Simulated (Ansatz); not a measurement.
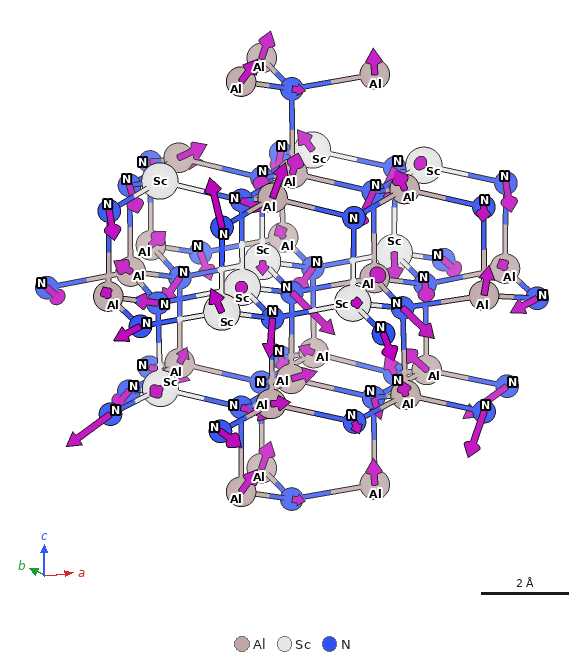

This is a relaxation of a crystal of Al33Sc15N48 (a generated structure, set up in P1). The starting structure is drawn; purple arrows show the displacements (the part carried along by the change of the cell is left out), 5 times their true length.

Style: ball-and-stick. Shown: the atoms within 5.8 Å of the atom that moves most (axes of the cell of the calculation), slightly off an axis.

All numbers below come from DFT, PBEsol, PAW, plane waves in Ansatz. (plane-wave cutoff 420 eV; k-point mesh 1 × 1 × 1; mesh shifted by (0.5, 0.5, 0.5); no spin polarisation; cell relaxed at fixed alpha, beta, gamma; force threshold 0.03 eV/Å; at most 80 steps)

Q: Which element moves most?

A: Nitrogen: up to 0.28 Å, against 0.19 Å for aluminium.

Q: What did the optimiser do to the structure, and how much energy did it gain?

A: The atom that moves furthest relative to the cell is an N atom (0.28 Å along [2 −1 −2]). Largest moves by element: N 0.28 Å, Al 0.19 Å, Sc 0.16 Å. The volume changes by +1.3 %, with a 9.879 → 9.772 Å (−1.1 %), b 11.407 → 11.263 Å (−1.3 %), c 9.638 → 9.999 Å (+3.7 %). Some distances before and after: Sc–Sc 3.035 → 3.332 Å, Sc–Sc 3.026 → 3.281 Å, Sc–Sc 2.994 → 3.196 Å, N–Sc 1.926 → 2.113 Å. Bond angles that change, for instance: Al–N–Al 98.3° → 112.9°, Sc–N–Sc 118.0° → 103.7°, Al–N–Al 100.9° → 113.0°. The space group stays P1 (No. 1). Over 8 geometry steps the energy falls by 12.402 eV per cell of the calculation. Largest force component: 3.7 eV/Å at the start, 0.0021 eV/Å at the end. The pressure goes from 4.02 to 0.00 GPa. Cost: 74 s on 7 threads of Arm Neoverse-V2, peak memory 2.5 GiB.
